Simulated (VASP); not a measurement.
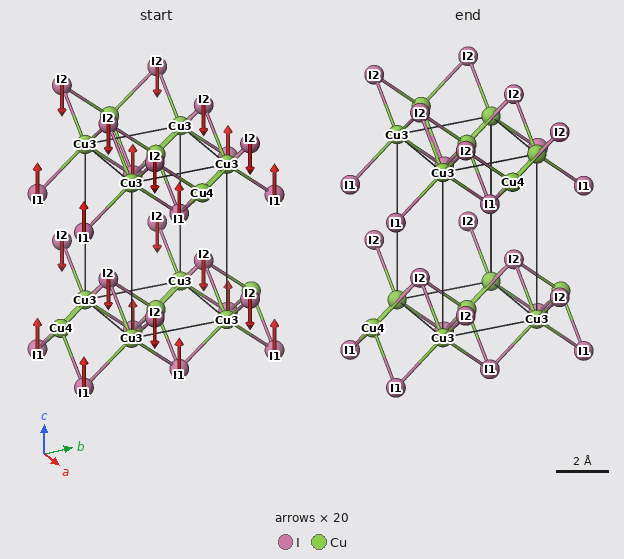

The structure of solid CuI (set up in P4/nmm) before (left) and after (right) a relaxation, at one scale. The red arrows give the displacements (the part carried along by the change of the cell is left out), magnified 20 times.

A ball-and-stick model of the cell of the calculation, seen from a free direction.

The run lets cell and atoms move.

All numbers below come from Kohn-Sham DFT of a periodic cell, TPSS, VASP PAW PBE potentials, recommended (VASP).

Input file:
```
SYSTEM = CuI
ALGO = Normal
EDIFF = 1E-7
EDIFFG = -0.005
ENCUT = 600
IBRION = 2
ISIF = 3
ISMEAR = 0
LASPH = .TRUE.
LCHARG = .FALSE.
LMIXTAU = .TRUE.
LREAL = .FALSE.
LWAVE = .FALSE.
METAGGA = TPSS
NELM = 60
NSW = 40
PREC = Accurate
SIGMA = 0.05
```

Launched with:
```bash
cat potpaw_PBE.64/I/POTCAR potpaw_PBE.64/Cu/POTCAR > POTCAR
mpirun -np 1 vasp_std > vasp.out
```

Q: Describe what moved and what it gained.

A: The run was cut off at its time limit before the relaxation converged, so the last structure is only a point on the way. The largest moves relative to the cell, 0.066 Å, are those of I1 and I2. I1 goes along +c. Cu stays in place. The volume changes by +3.3 %, with a = b 4.090 → 4.031 Å (−1.5 %), c 6.551 → 6.967 Å (+6.3 %). Bond angles that change, for instance: I1–Cu3–I1 101.1° → 98.9°, Cu3–I1–Cu3 101.1° → 98.9°. The space group stays P4/nmm (No. 129). Over 10 geometry steps the energy falls by 19.4 meV per atom. The largest force component goes from 0.13 to 0.26 eV/Å. Pressure: 0.81 GPa at the start and 45.30 GPa at the end.
